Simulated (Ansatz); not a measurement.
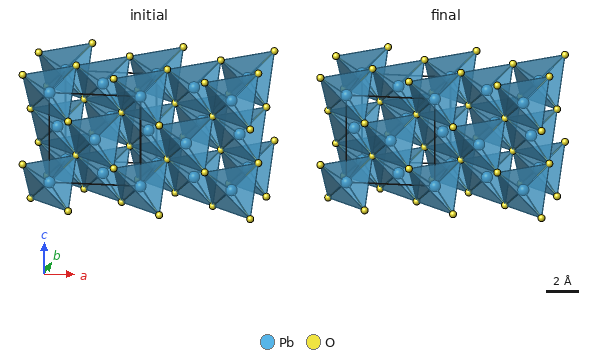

The structure of a crystal of PbO (built on the zinc blende_216 type) (coarse preliminary run) before (left) and after (right) a relaxation, at one scale.

The picture is a polyhedral view of the conventional cell (4 times the calculation's cell), repeated 2 × 1 × 1 with one cell outlined, seen slightly off an axis. Lengths and directions refer to the drawn axes.

Case: zinc blende type (F-43m, No. 216).

Theory: Ansatz, DFT PBE, scalar-relativistic, plane waves, PAW. Set-up: plane-wave cutoff 420 eV; k-point mesh 6 × 6 × 6; occupations gaussian; smearing width 0.1 eV; no spin polarisation; cell and atoms relaxed; force threshold 0.04 eV/Å; at most 70 steps.

> What changed between the two?

The energy falls by 33.8 meV per atom in 3 accepted moves (4 points after the start). All forces vanish by symmetry, so only the cell relaxes. Pressure: −4.66 GPa at the start and −0.20 GPa at the end. The SCF was repeated once at an unchanged geometry on a basis and grid sized afresh for the cell, which shifted the energy by 2.1 meV per atom at most. The atoms keep their places relative to the cell (all moves are under 0.005 Å). Cell: a = b = c 5.837 → 5.670 Å (−2.9 %). Volume −8.3 %. Some distances before and after: O–Pb 2.528 → 2.455 Å. The space group stays F-43m (No. 216).
